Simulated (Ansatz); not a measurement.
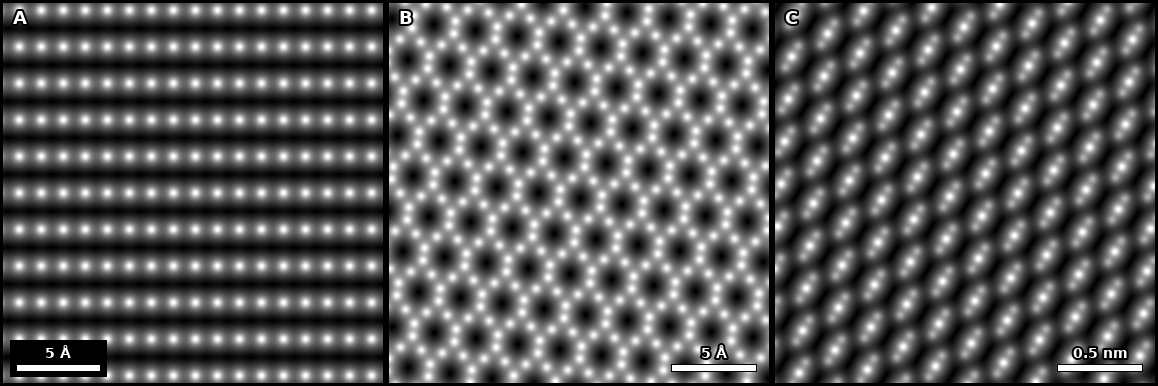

Three views of Si (P6_3/mmc, No. 194) along different zone axes. Computed as the sum of neutral-atom potentials (tabulated electron scattering factors, B = 0.5 Å²) projected along the beam and smoothed by 0.25 Å; brighter is more positive. The display is stretched by a gamma of 0.6; percentages refer to the linear signal. Structure: a calculation's starting geometry; the starting structure was generated, so it need not be a known form of this composition.

```cif
data_structure
_symmetry_space_group_name_H-M 'P6_3/mmc'
_symmetry_Int_Tables_number 194
_cell_length_a 2.6837
_cell_length_b 2.6837
_cell_length_c 8.9042
_cell_angle_alpha 90.000
_cell_angle_beta 90.000
_cell_angle_gamma 120.000
_cell_volume 55.54
loop_
_atom_site_label
_atom_site_type_symbol
_atom_site_symmetry_multiplicity
_atom_site_Wyckoff_symbol
_atom_site_fract_x
_atom_site_fract_y
_atom_site_fract_z
_atom_site_occupancy
Si1 Si 2 a 0.00000 0.00000 0.00000 1
Si2 Si 2 c 0.33333 0.66667 0.25000 1
```

### Match the panels to the zone axes [101], [201] and [210].

A is [210]: projected cell 1.34 × 2.23 Å, 90°, plane group p2mm. B is [101]: projected cell 2.57 × 2.66 Å, 119°, plane group c2mm. C is [201]: projected cell 2.30 × 2.59 Å, 116°, plane group c2mm.
